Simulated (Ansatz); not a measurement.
## Run report: C16H (charge +1), geometry relaxation (part 2 of 3)

Continued. System: C16H (defect cell, 17 atoms in the cell, total charge +1). Method: DFT PBE-D3(BJ), scalar-relativistic, plane waves, PAW, no spin polarisation (Ansatz 0.2.0); cutoff 420 eV, 3×3×3 k-mesh, Gaussian smearing of 0.02 eV. It belongs to a series of runs on one base structure; here: end point B relaxed.

Geometry of the input (Å; fractional positions):
```
0.0000  3.5700  3.5700
3.5700  0.0000  3.5700
3.5700  3.5700  0.0000
C  0.0000  0.0000  0.0000
C  0.1250  0.1250  0.1250
C  -0.0000  0.0000  0.5000
C  0.1250  0.1250  0.6250
C  -0.0000  0.5000  0.0000
C  0.1250  0.6250  0.1250
C  -0.0000  0.5000  0.5000
C  0.1250  0.6250  0.6250
C  0.5000  -0.0000  0.0000
C  0.6250  0.1250  0.1250
C  0.5000  0.0000  0.5000
C  0.6250  0.1250  0.6250
C  0.5000  0.5000  0.0000
C  0.6250  0.6250  0.1250
C  0.5000  0.5000  0.5000
C  0.6250  0.6250  0.6250
H  0.2386  0.2608  0.7537
```

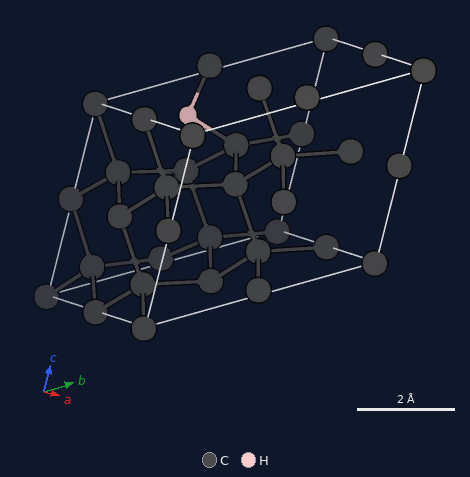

Figure 1. The geometry at step 11 of the log (ball-and-stick view of the cell of the calculation, seen slightly off an axis).

**The program's output, continued**
```
SCF iter   1: F=—  HF=-4041.990245 eV  |F-HF|=—  |Δ(HF+E_count)|=         —  Δρ=7.90e-3  dr2=2.45e-2  ethr=8.13e-4  ⟨swp⟩=4.1  Hψ=1582  notcnv=0  defer=164
preconditioner: auto → Resta (q_TF=auto, 2.573 Å⁻¹)  ε∞=4.3  [insulator: Δε(μ)=2.731 eV  Ē_g=17.026 eV  σ=0.020 eV  W_gap=1.00  n_scr=26 (ndim 8)  ℏωp=31.1 eV  f_vac=0.000  D(μ)=0.00/eV (n_scr^D=0)  ε∞_Penn≈4.3]
SCF iter   2: F=—  HF=-4041.987345 eV  |F-HF|=—  |Δ(HF+E_count)|=   2.90e-3  Δρ=4.29e-3  dr2=6.76e-3  ethr=3.83e-5  ⟨swp⟩=2.0  Hψ=898  notcnv=0  defer=168
SCF iter   3: F=—  HF=-4041.986604 eV  |F-HF|=—  |Δ(HF+E_count)|=   7.40e-4  Δρ=3.45e-4  dr2=7.47e-5  ethr=1.06e-5  ⟨swp⟩=2.0  Hψ=1030  notcnv=0  defer=168
SCF iter   4: F=—  HF=-4041.986596 eV  |F-HF|=—  |Δ(HF+E_count)|=   8.15e-6  Δρ=1.03e-4  dr2=5.19e-6  ethr=1.09e-8  ⟨swp⟩=10.6  Hψ=4919  notcnv=0
SCF iter   5: F=-4041.986598 eV  HF=-4041.986598 eV  |F-HF|=7.20e-8  |Δ(HF+E_count)|=   1.41e-6  Δρ=2.24e-5  dr2=3.67e-7  ethr=8.11e-9  ⟨swp⟩=9.7  Hψ=3862  notcnv=0
SCF 9 converged in 5 iterations: F = -4041.986598 eV  dr2 = 3.67e-7
  greatest PAW one-centre occupation: 0.654 electrons in one spin orbital (limit 2), on the C atom at site 7 (counted from 0), in its partial waves of l = 0
relax step   9: F+E_penalty+E_count = -4041.98659757 eV  Δ(F+E_penalty+E_count) = -1.152e-2 eV  max|allowed force component| = 1.891e-1 eV/Å  Δτ_max = 0.1308 Å  (5 SCF iters, dr2 threshold 6.95e-6 eV, accepted)
SCF iter   1: F=—  HF=-4041.991110 eV  |F-HF|=—  |Δ(HF+E_count)|=         —  Δρ=2.90e-3  dr2=3.81e-3  ethr=3.79e-5  ⟨swp⟩=3.6  Hψ=1510  notcnv=0  defer=169
preconditioner: auto → Resta (q_TF=auto, 2.573 Å⁻¹)  ε∞=4.3  [insulator: Δε(μ)=2.542 eV  Ē_g=17.027 eV  σ=0.020 eV  W_gap=1.00  n_scr=26 (ndim 8)  ℏωp=31.1 eV  f_vac=0.000  D(μ)=0.00/eV (n_scr^D=0)  ε∞_Penn≈4.3]
SCF iter   2: F=—  HF=-4041.990448 eV  |F-HF|=—  |Δ(HF+E_count)|=   6.63e-4  Δρ=1.52e-3  dr2=8.92e-4  ethr=5.95e-6  ⟨swp⟩=1.6  Hψ=823  notcnv=0  defer=169
SCF iter   3: F=—  HF=-4041.990296 eV  |F-HF|=—  |Δ(HF+E_count)|=   1.52e-4  Δρ=2.03e-4  dr2=2.31e-5  ethr=1.39e-6  ⟨swp⟩=2.1  Hψ=954  notcnv=0  defer=169
SCF iter   4: F=-4041.990293 eV  HF=-4041.990293 eV  |F-HF|=3.01e-8  |Δ(HF+E_count)|=   3.02e-6  Δρ=4.60e-5  dr2=1.09e-6  ethr=3.63e-9  ⟨swp⟩=10.0  Hψ=4127  notcnv=0
SCF 10 converged in 4 iterations: F = -4041.990293 eV  dr2 = 1.09e-6
  Residual-converged pass: ⟨swp⟩=1.0  Hψ=742  notcnv=0  max |occ|·‖R‖ = 7.0e-9 eV (tolerance 1.0e-8 eV)  dr2=1.09e-6  dr2_onsite=1.87e-8  max |Δocc| = 0.0e0
  greatest PAW one-centre occupation: 0.655 electrons in one spin orbital (limit 2), on the C atom at site 7 (counted from 0), in its partial waves of l = 0
relax step  10: F+E_penalty+E_count = -4041.99029286 eV  Δ(F+E_penalty+E_count) = -3.695e-3 eV  max|allowed force component| = 2.363e-2 eV/Å  Δτ_max = 0.0377 Å  (4 SCF iters, dr2 threshold 2.32e-6 eV, accepted)
iter 1 solved again at ethr=1.71e-9 eV; its pass at ethr=3.10e-3 eV (dr2=1.09e-6 eV) is discarded
SCF iter   1: F=—  HF=-4041.990293 eV  |F-HF|=—  |Δ(HF+E_count)|=         —  Δρ=4.60e-5  dr2=1.09e-6  ethr=1.71e-9  ⟨swp⟩=1.0  Hψ=1708  notcnv=0  defer=169
preconditioner: auto → Resta (q_TF=auto, 2.573 Å⁻¹)  ε∞=4.3  [insulator: Δε(μ)=2.538 eV  Ē_g=17.026 eV  σ=0.020 eV  W_gap=1.00  n_scr=26 (ndim 8)  ℏωp=31.1 eV  f_vac=0.000  D(μ)=0.00/eV (n_scr^D=0)  ε∞_Penn≈4.3]
SCF iter   2: F=—  HF=-4041.990293 eV  |F-HF|=—  |Δ(HF+E_count)|=   4.86e-8  Δρ=2.65e-5  dr2=3.50e-7  ethr=1.71e-9  ⟨swp⟩=1.0  Hψ=517  notcnv=0  defer=169
SCF iter   3: F=-4041.990293 eV  HF=-4041.990293 eV  |F-HF|=6.39e-9  |Δ(HF+E_count)|=   1.13e-7  Δρ=4.22e-6  dr2=1.71e-8  ethr=1.56e-10  ⟨swp⟩=6.9  Hψ=3761  notcnv=0
SCF 11 converged in 3 iterations: F = -4041.990293 eV  dr2 = 1.71e-8
relax step  11: F+E_penalty+E_count = -4041.99029306 eV  Δ(F+E_penalty+E_count) = -1.979e-7 eV  max|allowed force component| = 2.338e-2 eV/Å  Δτ_max = 0.0000 Å  (3 SCF iters, accepted)
```

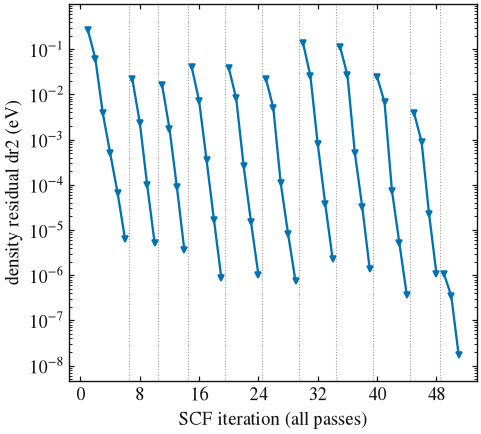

Figure 2. Convergence of the self-consistent field: density residual dr2 against the SCF iteration. The dotted lines part the SCF passes of the relaxation: geometry steps, rejected trials and re-solves on a re-selected basis. The 11 passes take 3 to 6 iterations each, 51 in all.

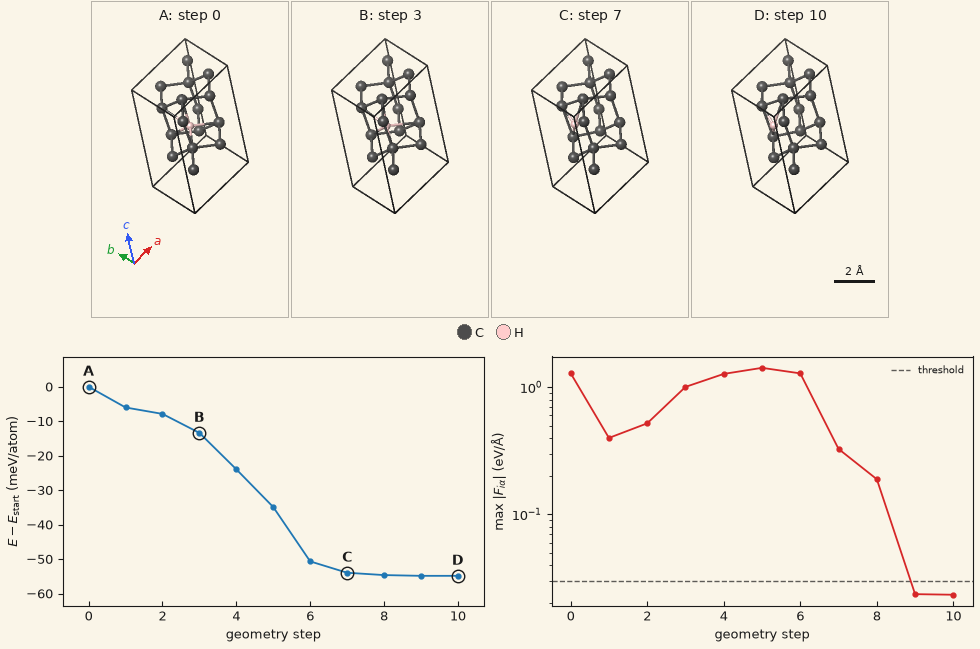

Figure 3. Frames of the relaxation (ball-and-stick view of the cell of the calculation (origin shifted), seen slightly off an axis) above the curves, on which the letters mark them (the first geometry is step 0 here and step 1 in the log).

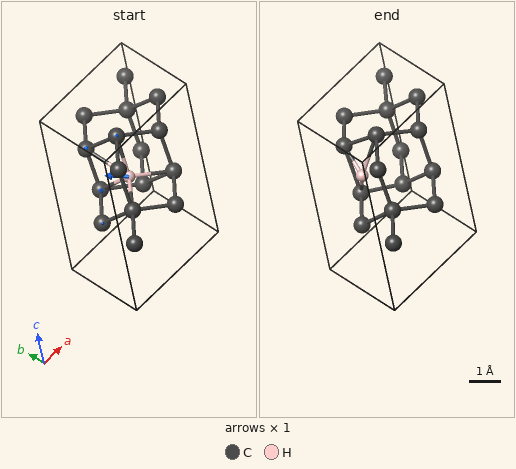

Figure 4. Before (left) and after (right) the relaxation, at one scale (ball-and-stick view of the cell of the calculation (origin shifted), seen slightly off an axis). The blue arrows give the displacements, at true length. The largest move is that of H17, 0.82 Å. By element the largest moves are H 0.82 Å, C 0.15 Å. The cell doesn't change. Among the contacts that change: C12–H17 1.593 → 2.363 Å, C5–H17 1.734 → 1.182 Å, C4–H17 1.559 → 1.942 Å, C8–H17 1.502 → 1.181 Å. New bonds form: C5–H17 (1.73 → 1.18 Å). Among the angles that change: C3–C8–H17 178.5° → 135.7°, C5–H17–C8 56.5° → 99.3°, C2–H17–C8 112.6° → 146.6°. The energy falls by 54.9 meV per atom in 10 geometry steps. Largest force component: 1.3 eV/Å at the start, 0.023 eV/Å at the end. (Atoms are counted from 1 in the order of the input.)

```
NSCF: frozen V_eff on 14 k-points
the band table was solved once a step of the walk had ended and its energy, with any forces and stress, was formed, with the checks that follow a solve (3780 applications of the Hamiltonian). They found nothing against the state; the energy, forces and stress were not computed again (output.eigenvalues in the input reference)
SCF converged after 3 iterations
Free energy (F): -4041.990293 eV
Harris-Foulkes:  -4041.990293 eV  (|F-HF|=6.39e-9)
Internal energy: -4041.990293 eV  (E = F + TS)
E sigma→0 (E₀):  -4041.990293 eV
Fermi energy:    14.765658 eV
--- Per-component energies (eV) ---
  E_band       = 275.206355
  E_kinetic    = 1473.081486
  E_local      = -975.236053  (includes V_loc(G=0)·N_el)
  E_nonlocal   = 425.608661
  E_hartree    = 212.147393
  E_xc         = -778.591453
  E_vxc        = -966.561424  (∫ρ·V_xc dr)
  E_paw        = -1587.006172  (= ΣΔE_a)
  E_vpaw       = -105.979909  (= ΣTr[D̂ρ^β])
  E_aug_tail   = -0.001095  (compensation charges beyond the density's cutoff)
  E_ewald      = -2808.760024
  E_disp       = -3.233035  (pairwise vdW)
  E_smearing   = -0.000000  (= −TS)
  E_closure    = -0.000000  (closes the sum)
  E_deformation_potential = 21.846849  (in the stress; not in F)
  Σ components = -4041.990293   (vs F -4041.990293, Δ=0.00e0)
--- Forces (eV/Å), atoms counted from 1 ---
  atom   1  C     -0.00209223     0.01030875     0.00656735
  atom   2  C      0.00245570    -0.00286128    -0.00066932
  atom   3  C     -0.00229647     0.00333056     0.00691123
  atom   4  C      0.00487281    -0.00946905     0.00111669
  atom   5  C     -0.01807344    -0.02338175     0.00225780
  atom   6  C      0.00699307    -0.00457598     0.00633292
  atom   7  C     -0.00395268     0.00456481    -0.00310888
  atom   8  C      0.00724961     0.02036197    -0.01959957
  atom   9  C     -0.00441778    -0.00032909    -0.00793388
  atom  10  C      0.00656457     0.00200433     0.00049229
  atom  11  C      0.00038440    -0.00228172     0.00292562
  atom  12  C      0.00275079     0.00193305     0.00178562
  atom  13  C      0.00448139    -0.00226692     0.00156599
  atom  14  C      0.00267214    -0.00790113    -0.00257514
  atom  15  C     -0.00621629     0.00935726     0.00462767
  atom  16  C     -0.00186820    -0.00149912    -0.00239180
  atom  17  H      0.00047237     0.00266168     0.00165242
  max |Σ_I F_I| component: 4.36e-5 eV/Å
--- Band table (eV; the first three rows and the last of 14) ---
  k-point 0: bands = ["-8.3865", "-3.3298", "-2.4150", "-2.3363", "-2.2825", "-1.1867", "-0.3098", "0.0807", "0.1629", "0.5386", "0.5897", "0.6418", "0.6893", "0.7863", "0.8101", "6.3483", "6.9550", "7.0383", "7.1275", "7.2000", "7.2543", "10.2129", "10.2861", "10.3264", "10.5293", "10.5917", "10.6794", "10.7589", "10.8797", "13.2108", "13.3431", "13.4967", "16.0346", "16.8784", "17.7908", "18.0073", "18.3056", "18.3623", "18.8693", "18.8743", "19.3118", "20.8789", "21.2983", "21.6557", "21.7098", "21.8465", "21.9500", "22.0191", "22.1880"]
  k-point 1: bands = ["-7.6402", "-5.4079", "-3.2814", "-2.4009", "-2.3110", "-1.5855", "-1.4164", "-1.3906", "0.8739", "1.3149", "1.4134", "3.0719", "3.1128", "3.1721", "3.7138", "5.1303", "5.8072", "5.8911", "7.3622", "7.5831", "7.8747", "8.1116", "8.4827", "8.5324", "9.1270", "9.2380", "9.5732", "9.7093", "11.0122", "11.0410", "12.2741", "12.3289", "17.7284", "18.3077", "18.5735", "19.1623", "19.8389", "20.2521", "20.5443", "20.5877", "20.8061", "21.0176", "21.1561", "21.6797", "21.6848", "21.9294", "22.0532", "23.4555", "23.7901"]
  k-point 2: bands = ["-7.6735", "-5.3342", "-3.0833", "-2.5726", "-2.3251", "-1.6196", "-1.4869", "-1.3791", "0.7653", "1.2936", "1.4910", "2.9625", "3.0459", "3.2478", "3.8669", "5.3377", "5.6417", "5.8241", "7.4196", "7.7505", "7.7766", "8.1169", "8.3869", "8.4647", "9.2692", "9.4506", "9.4901", "9.7032", "10.8839", "11.1430", "12.2852", "12.4373", "16.6606", "18.2849", "18.5632", "19.3765", "19.9067", "20.3808", "20.5304", "20.6681", "20.9351", "21.0630", "21.3415", "21.6030", "21.8370", "21.9455", "22.1785", "23.6676", "24.0541"]
  k-point 13: bands = ["-6.7492", "-5.4702", "-5.2678", "-3.4612", "-3.1604", "-0.9225", "-0.6087", "-0.5624", "0.9850", "1.7586", "2.3673", "3.7400", "4.3443", "4.7698", "5.3092", "5.4520", "5.7329", "6.0863", "6.1788", "6.2152", "7.3229", "7.5140", "7.6719", "8.3718", "8.4825", "8.5957", "8.7461", "9.5322", "9.6527", "9.9056", "10.0578", "12.0923", "17.3052", "19.1919", "19.5212", "19.9225", "20.8738", "21.1898", "21.6268", "22.1141", "22.2127", "22.4438", "22.7522", "23.0762", "23.5173", "23.5981", "23.8938", "24.1709", "24.2563"]
--- Relaxed structure (11 steps of the walk, 11 accepted, 0 SCFs on fresh bases) ---
  F+E_penalty+E_count = -4041.99029306 eV   max|allowed force component| = 2.338e-2 eV/Å
  atoms:
    - { symbol: C, position: [0.009087562769036718, -0.009864379899444447, -0.0026300075889121198] }
    - { symbol: C, position: [0.13515459077551667, 0.1056816372283242, 0.13380949198462977] }
    - { symbol: C, position: [0.004506672365993482, -0.008563865964328198, 0.5034582051112153] }
    - { symbol: C, position: [0.13676577397632908, 0.11460832817852454, 0.6207111248940547] }
    - { symbol: C, position: [-0.001639432124854956, 0.484444672354503, 0.027534322493867197] }
    - { symbol: C, position: [0.14135007244236275, 0.6174319528118825, 0.11459733788962034] }
    - { symbol: C, position: [0.010708413460832067, 0.492679824561555, 0.4841710190299441] }
    - { symbol: C, position: [0.14756070998894055, 0.6283967451711542, 0.5905989297946171] }
    - { symbol: C, position: [0.5095449027686875, -0.008646513620708007, -0.0006446776386981323] }
    - { symbol: C, position: [0.6356168349735215, 0.11567225637244083, 0.12203408311603814] }
    - { symbol: C, position: [0.510248729347353, -0.0086478735533147, 0.49605980265376465] }
    - { symbol: C, position: [0.6310676428010359, 0.11565234671557101, 0.6247293386183319] }
    - { symbol: C, position: [0.5147902292986299, 0.48946917045974314, -0.006605149934915344] }
    - { symbol: C, position: [0.632680576663795, 0.6173235652616275, 0.12331360346585385] }
    - { symbol: C, position: [0.5130919146257271, 0.4912798599724953, 0.4949344506886908] }
    - { symbol: C, position: [0.636314364494453, 0.6182542367711964, 0.6187424508581861] }
    - { symbol: H, position: [0.07171076137264101, 0.40560485717877726, 0.8088687045637107] }
```

**Trajectory as extended XYZ (Å, eV, eV/Å), 11 frames, from step=1 to step=11**
```
17
Lattice="0.0000 3.5700 3.5700 3.5700 0.0000 3.5700 3.5700 3.5700 0.0000" Properties=species:S:1:pos:R:3:forces:R:3 step=1 energy=-4041.05773
C     0.0000    0.0000    0.0000   -0.0325  -0.0082  -1.1954
C     0.8925    0.8925    0.8925    0.3025   0.6037  -0.5075
C     1.7850    1.7850    0.0000    0.1672  -0.0869   0.0017
C     2.6775    2.6775    0.8925   -0.5925  -0.3187  -0.4189
C     1.7850    0.0000    1.7850    1.2872   0.0419  -0.0092
C     2.6775    0.8925    2.6775   -0.2994   0.3081   0.3129
C     3.5700    1.7850    1.7850   -0.0631  -1.2502  -0.0280
C     4.4625    2.6775    2.6775    0.3804  -0.4859   0.5941
C     0.0000    1.7850    1.7850   -0.0454   1.1884   0.0541
C     0.8925    2.6775    2.6775    0.3191  -0.3069   0.2699
C     1.7850    3.5700    1.7850   -1.1595   0.0245   0.0352
C     2.6775    4.4625    2.6775   -0.4684   0.3901   0.3000
C     1.7850    1.7850    3.5700   -0.0201   0.0154   0.0229
C     2.6775    2.6775    4.4625   -0.2909  -0.3408  -0.3346
C     3.5700    3.5700    3.5700   -0.0750   0.0728   1.2399
C     4.4625    4.4625    4.4625    0.3402   0.2864  -0.3217
H     3.6216    3.5423    1.7826    0.2501  -0.1335  -0.0155
17
Lattice="0.0000 3.5700 3.5700 3.5700 0.0000 3.5700 3.5700 3.5700 0.0000" Properties=species:S:1:pos:R:3:forces:R:3 step=2 energy=-4041.15991
C    -0.0015    0.0010   -0.0143   -0.0272   0.0115  -0.3452
C     0.8953    0.8994    0.8870    0.1299   0.3370  -0.2662
C     1.7888    1.7830   -0.0003    0.0568  -0.0287  -0.0002
C     2.6714    2.6753    0.8890   -0.3496  -0.1735  -0.2343
C     1.7990    0.0010    1.7852    0.3993   0.0260   0.0014
C     2.6717    0.8978    2.6824    0.0182  -0.0211  -0.0249
C     3.5684    1.7708    1.7853   -0.0375  -0.3766  -0.0019
C     4.4671    2.6716    2.6850    0.1462  -0.2230   0.3078
C    -0.0013    1.8001    1.7850   -0.0229   0.3288   0.0114
C     0.8953    2.6742    2.6814   -0.0287   0.0277  -0.0355
C     1.7695    3.5706    1.7851   -0.3011   0.0116   0.0081
C     2.6741    4.4648    2.6786   -0.2914   0.2455   0.1955
C     1.7831    1.7861    3.5703   -0.0058   0.0052   0.0079
C     2.6720    2.6735    4.4581    0.0196   0.0186   0.0157
C     3.5687    3.5706    3.5850   -0.0320   0.0238   0.3620
C     4.4658    4.4672    4.4584   -0.0237  -0.0267   0.0198
H     3.6342    3.5355    1.7813    0.3493  -0.1860  -0.0215
```
